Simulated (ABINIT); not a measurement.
**Run report: ZrC, single-point calculation**

ZrC (2 atoms in the cell), computed with Kohn-Sham DFT of a periodic cell, LDA, PseudoDojo NC SR LDA v0.4.1 standard, no spin polarisation (ABINIT 10.8.3).

The structure derives from an entry of the Crystallography Open Database.

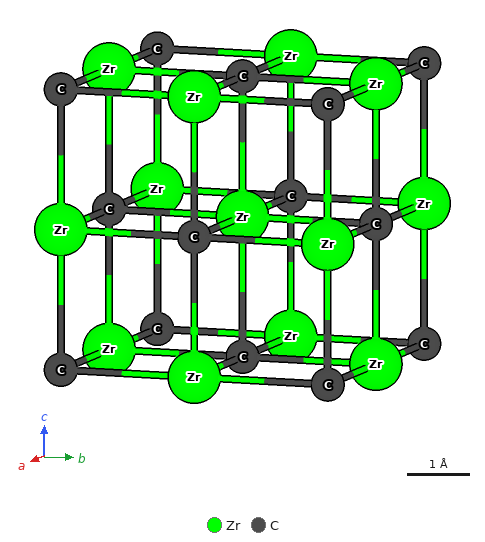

Figure 1. The input geometry (ball-and-stick view of the cell 4 times as large as that of the calculation, set on its symmetry axes, seen slightly off an axis). An atom can appear more than once, as a periodic image. Near neighbours in the periodic cell (some may lie outside the picture): Zr has 6 C at 2.32 Å; C has 6 Zr at 2.32 Å.

## Input
```
# Pseudopotentials
pp_dirpath "./"
pseudos "Zr.upf, C.upf"

# Structure
acell 6.2047966286 6.2047966286 6.2047966286
rprim
     0.0000000000     0.7071067812     0.7071067812
     0.7071067812     0.0000000000     0.7071067812
     0.7071067812     0.7071067812     0.0000000000
ntypat 2
znucl 40 6
natom 2
typat 1 2
xred
     0.5000000000     0.5000000000     0.5000000000
     0.0000000000     0.0000000000     0.0000000000
chkprim 0
chksymtnons 0
tolsym 1.0e-6

# Plane-wave basis
ecut 1115.666836 eV

# k points
kptopt 1
ngkpt 8 8 8
nshiftk 1
shiftk 0.0 0.0 0.0

# Exchange and correlation
ixc 7

# Bands and occupations
nband 12
occopt 3
tsmear 0.05 eV

# SCF cycle
nstep 100
tolvrs 1.0e-10

# Output
iomode 3
prtwf 0
prteig 0
prtebands 0
prtden 1
prtvha 1
prtvclmb 1
prtpot 1
prtelf 1
```

Command:
```bash
mpirun --bind-to none -np 4 abinit run.abi > log 2>&1
```

## Log
```
.Version 10.8.3 of ABINIT
 Symmetries : space group Fm -3 m (#225); Bravais cF (face-center cubic)
================================================================================
 Values of the parameters that define the memory need of the present run
     intxc =       0    ionmov =       0      iscf =       7    lmnmax =       6
     lnmax =       6     mgfft =      36  mpssoang =       3    mqgrid =    3001
     natom =       2  nloc_mem =       1    nspden =       1   nspinor =       1
    nsppol =       1      nsym =      48    n1xccc =    2501    ntypat =       2
    occopt =       3   xclevel =       1
       mpw =        2148          nfft =       46656          nkpt =          29
================================================================================
================================================================================

--------------------------------------------------------------------------------
------------- Echo of variables that govern the present computation ------------
--------------------------------------------------------------------------------
 -outvars: echo values of preprocessed input variables --------
            acell      6.2047966286E+00  6.2047966286E+00  6.2047966286E+00 Bohr
              amu      9.12240000E+01  1.20110000E+01
          chkprim           0
      chksymtnons           0
             ecut      4.10000000E+01 Hartree
              ixc           7
         kptrlatt        8    0    0      0    8    0      0    0    8
          kptrlen      4.96383730E+01
            natom           2
            nband          12
            ngfft          36      36      36
             nkpt          29
            nstep         100
             nsym          48
           ntypat           2
           occopt           3
        prtebands           0
           prteig           0
           prtelf           1
           prtpot           1
         prtvclmb           1
           prtvha           1
            prtwf           0
            rprim      0.0000000000E+00  7.0710678120E-01  7.0710678120E-01
                       7.0710678120E-01  0.0000000000E+00  7.0710678120E-01
                       7.0710678120E-01  7.0710678120E-01  0.0000000000E+00
          spgroup         225
           tolsym      1.00000000E-06
           tolvrs      1.00000000E-10
           tsmear      1.83746611E-03 Hartree
            typat      1  2
           xangst      2.3217405485E+00  2.3217405485E+00  2.3217405485E+00
                       0.0000000000E+00  0.0000000000E+00  0.0000000000E+00
            xcart      4.3874537720E+00  4.3874537720E+00  4.3874537720E+00
                       0.0000000000E+00  0.0000000000E+00  0.0000000000E+00
             xred      5.0000000000E-01  5.0000000000E-01  5.0000000000E-01
                       0.0000000000E+00  0.0000000000E+00  0.0000000000E+00
            znucl       40.00000    6.00000

================================================================================

 chkinp: Checking input parameters for consistency.

================================================================================
== DATASET  1 ==================================================================

--- !DatasetInfo
iteration_state: {dtset: 1, }
dimensions: {natom: 2, nkpt: 29, mband: 12, nsppol: 1, nspinor: 1, nspden: 1, mpw: 2148, }
cutoff_energies: {ecut:  41.0, pawecutdg:  -1.0, }
electrons: {nelect:   1.60000000E+01, charge:   0.00000000E+00, occopt:   3.00000000E+00, tsmear:   1.83746611E-03, }
meta: {optdriver: 0, ionmov: 0, optcell: 0, iscf: 7, paral_kgb: 0, }
...

 Exchange-correlation functional for the present dataset will be:
  LDA: Perdew-Wang 92 LSD fit to Ceperley-Alder data - ixc=7
  J.P.Perdew and Y.Wang, PRB 45, 13244 (1992)

 Real(R)+Recip(G) space primitive vectors, cartesian coordinates (Bohr,Bohr^-1):
 R(1)=  0.0000000  4.3874538  4.3874538  G(1)= -0.1139613  0.1139613  0.1139613
 R(2)=  4.3874538  0.0000000  4.3874538  G(2)=  0.1139613 -0.1139613  0.1139613
 R(3)=  4.3874538  4.3874538  0.0000000  G(3)=  0.1139613  0.1139613 -0.1139613
 Unit cell volume ucvol=  1.6891478E+02 bohr^3
 Angles (23,13,12)=  6.00000000E+01  6.00000000E+01  6.00000000E+01 degrees

 getcut: wavevector=  0.0000  0.0000  0.0000  ngfft=  36  36  36
         ecut(hartree)=     41.000   => boxcut(ratio)=   2.01288

--- Pseudopotential description ------------------------------------------------
- pspini: atom type   1  psp file is ./Zr.upf
12 -1012 2 -1 1584                            pspcod,pspxc,lmax,lloc,mmax
     nproj     2     2     2

- pspini: atom type   2  psp file is ./C.upf
12 -1012 1 -1 1234                            pspcod,pspxc,lmax,lloc,mmax
     nproj     2     2     0

   3.71618947E+02                                ecore*ucvol(ha*bohr**3)
--------------------------------------------------------------------------------

================================================================================

--- !BeginCycle
iteration_state: {dtset: 1, }
solver: {iscf: 7, nstep: 100, nline: 4, wfoptalg: 0, }
tolerances: {tolvrs: 1.00E-10, }
...

     iter   Etot(hartree)      deltaE(h)  residm     vres2
 ETOT  1  -56.584052487741    -5.658E+01 9.432E-02 9.102E+02
 ETOT  2  -56.491588779967     9.246E-02 8.644E-02 1.516E+03
 ETOT  3  -56.784946980356    -2.934E-01 2.051E-02 1.138E+00
 ETOT  4  -56.785482496123    -5.355E-04 2.164E-01 5.678E-01
 ETOT  5  -56.785553570794    -7.107E-05 1.021E-02 2.644E-01
 ETOT  6  -56.785600520440    -4.695E-05 8.291E-04 4.710E-02
 ETOT  7  -56.785611112348    -1.059E-05 1.668E-04 2.602E-05
 ETOT  8  -56.785611121671    -9.323E-09 1.623E-04 2.534E-06
 ETOT  9  -56.785611122123    -4.524E-10 4.702E-05 1.116E-07
 ETOT 10  -56.785611122141    -1.722E-11 5.855E-05 1.489E-09
 ETOT 11  -56.785611122140     8.455E-13 1.934E-05 7.018E-12

 At SCF step   11       vres2   =  7.02E-12 < tolvrs=  1.00E-10 =>converged.

 Compute ELF
--------------------------------------------------------------------------------

 Compute kinetic energy density

 Compute gradient of the electron density
 Electron Localization Function (ELF) [min:0;max:1]
)     Maximum=    8.7210E-01  at reduced coord.    0.3889    0.6111    0.6389
)     Minimum=    5.1201E-07  at reduced coord.    0.5000    0.5000    0.5000
   Integrated=    6.7600E+01

--------------------------------------------------------------------------------
 End of ELF section

 Cartesian components of stress tensor (hartree/bohr^3)
  sigma(1 1)=  2.29375380E-06  sigma(3 2)=  0.00000000E+00
  sigma(2 2)=  2.29375380E-06  sigma(3 1)=  0.00000000E+00
  sigma(3 3)=  2.29375380E-06  sigma(2 1)=  0.00000000E+00

--- !ResultsGS
iteration_state: {dtset: 1, }
comment   : Summary of ground state results
lattice_vectors:
- [  0.0000000,   4.3874538,   4.3874538, ]
- [  4.3874538,   0.0000000,   4.3874538, ]
- [  4.3874538,   4.3874538,   0.0000000, ]
lattice_lengths: [   6.20480,    6.20480,    6.20480, ]
lattice_angles: [ 60.000,  60.000,  60.000, ] # degrees, (23, 13, 12)
lattice_volume:   1.6891478E+02
convergence: {deltae:  8.455E-13, res2:  7.018E-12, residm:  1.934E-05, diffor: null, }
etotal    :  -5.67856111E+01
entropy   :   0.00000000E+00
fermie    :   4.24009193E-01
cartesian_stress_tensor: # hartree/bohr^3
- [  2.29375380E-06,   0.00000000E+00,   0.00000000E+00, ]
- [  0.00000000E+00,   2.29375380E-06,   0.00000000E+00, ]
- [  0.00000000E+00,   0.00000000E+00,   2.29375380E-06, ]
pressure_GPa:  -6.7485E-02
xred      :
- [  5.0000E-01,   5.0000E-01,   5.0000E-01, Zr]
- [  0.0000E+00,   0.0000E+00,   0.0000E+00,  C]
cartesian_forces: # hartree/bohr
- [ -0.00000000E+00,  -0.00000000E+00,  -0.00000000E+00, ]
- [ -0.00000000E+00,  -0.00000000E+00,  -0.00000000E+00, ]
force_length_stats: {min:   0.00000000E+00, max:   0.00000000E+00, mean:   0.00000000E+00, }
...

 Integrated electronic density in atomic spheres:
 ------------------------------------------------
 Atom  Sphere_radius  Integrated_density
    1        2.00000          8.40051851
    2        2.00000          3.84471686
================================================================================

 ----iterations are completed or convergence reached----

 Mean square residual over all n,k,spin=   12.515E-08; max=  19.342E-06
 reduced coordinates (array xred) for    2 atoms
       0.500000000000      0.500000000000      0.500000000000
       0.000000000000      0.000000000000      0.000000000000
 rms dE/dt=  0.0000E+00; max dE/dt=  0.0000E+00; dE/dt below (all hartree)
    1       0.000000000000      0.000000000000      0.000000000000
    2       0.000000000000      0.000000000000      0.000000000000

 cartesian coordinates (angstrom) at end:
    1      2.32174054848415     2.32174054848415     2.32174054848415
    2      0.00000000000000     0.00000000000000     0.00000000000000

 cartesian forces (hartree/bohr) at end:
    1     -0.00000000000000    -0.00000000000000    -0.00000000000000
    2     -0.00000000000000    -0.00000000000000    -0.00000000000000
 frms,max,avg= 0.0000000E+00 0.0000000E+00   0.000E+00  0.000E+00  0.000E+00 h/b

 cartesian forces (eV/Angstrom) at end:
    1     -0.00000000000000    -0.00000000000000    -0.00000000000000
    2     -0.00000000000000    -0.00000000000000    -0.00000000000000
 frms,max,avg= 0.0000000E+00 0.0000000E+00   0.000E+00  0.000E+00  0.000E+00 e/A
 length scales=  6.204796628600  6.204796628600  6.204796628600 bohr
              =  3.283436971915  3.283436971915  3.283436971915 angstroms
 Fermi (or HOMO) energy (hartree) =   0.42401   Average Vxc (hartree)=  -0.47192
 Eigenvalues (hartree) for nkpt=  29  k points:
 kpt#   1, nband= 12, wtk=  0.00195, kpt=  0.0000  0.0000  0.0000 (reduced coord)
  -1.33199   -0.51378   -0.51378   -0.51378    0.01025    0.46109    0.46109    0.46109
   0.46426    0.46426    0.46426    0.53262
      occupation numbers for kpt#   1
   2.00000    2.00000    2.00000    2.00000    2.00000    0.00000    0.00000    0.00000
   0.00000    0.00000    0.00000    0.00000
 prteigrs : prtvol=0 or 1, do not print more k-points.

--- !EnergyTerms
iteration_state     : {dtset: 1, }
comment             : Components of total free energy in Hartree
kinetic             :  1.84807928022226E+01
hartree             :  6.10736571851097E+00
xc                  : -1.21627046474240E+01
Ewald energy        : -4.77607475971156E+01
psp_core            :  2.20003805199649E+00
local_psp           : -2.87089005475148E+01
non_local_psp       :  5.05865000242316E+00
internal            : -5.67855062169012E+01
'-kT*entropy'       : -1.04905238648872E-04
total_energy        : -5.67856111221398E+01
total_energy_eV     : -1.54521519745862E+03
band_energy         : -3.66286630211764E+00
...

 Cartesian components of stress tensor (hartree/bohr^3)
  sigma(1 1)=  2.29375380E-06  sigma(3 2)=  0.00000000E+00
  sigma(2 2)=  2.29375380E-06  sigma(3 1)=  0.00000000E+00
  sigma(3 3)=  2.29375380E-06  sigma(2 1)=  0.00000000E+00

-Cartesian components of stress tensor (GPa)         [Pressure= -6.7485E-02 GPa]
- sigma(1 1)=  6.74845666E-02  sigma(3 2)=  0.00000000E+00
- sigma(2 2)=  6.74845666E-02  sigma(3 1)=  0.00000000E+00
- sigma(3 3)=  6.74845666E-02  sigma(2 1)=  0.00000000E+00

== END DATASET(S) ==============================================================
================================================================================

 -outvars: echo values of variables after computation  --------
            acell      6.2047966286E+00  6.2047966286E+00  6.2047966286E+00 Bohr
           etotal     -5.6785611122E+01
            fcart     -0.0000000000E+00 -0.0000000000E+00 -0.0000000000E+00
                      -0.0000000000E+00 -0.0000000000E+00 -0.0000000000E+00
            rprim      0.0000000000E+00  7.0710678120E-01  7.0710678120E-01
                       7.0710678120E-01  0.0000000000E+00  7.0710678120E-01
                       7.0710678120E-01  7.0710678120E-01  0.0000000000E+00
           strten      2.2937537974E-06  2.2937537974E-06  2.2937537974E-06
                       0.0000000000E+00  0.0000000000E+00  0.0000000000E+00
           xangst      2.3217405485E+00  2.3217405485E+00  2.3217405485E+00
                       0.0000000000E+00  0.0000000000E+00  0.0000000000E+00
             xred      5.0000000000E-01  5.0000000000E-01  5.0000000000E-01
                       0.0000000000E+00  0.0000000000E+00  0.0000000000E+00
 Calculation completed.
```

## Key numbers

| quantity | value |
| --- | --- |
| outcome | converged |
| space group (tolerance 0.01 Å) | Fm-3m (225) |
| electrons treated | 16 |
| free energy | −1545.2152 eV |
| Fermi energy | 11.538 eV |
| gap on the k-point mesh | none (metallic) |
| pressure | −0.07 GPa |
| largest force (length of the vector) | under 0.001 eV/Å |
| hardware | 4 threads of Arm Neoverse V2, 24 GiB of memory available, shared host |
| wall time | 7.3 s (CPU time 29 s) |
| peak memory | 0.28 GiB |
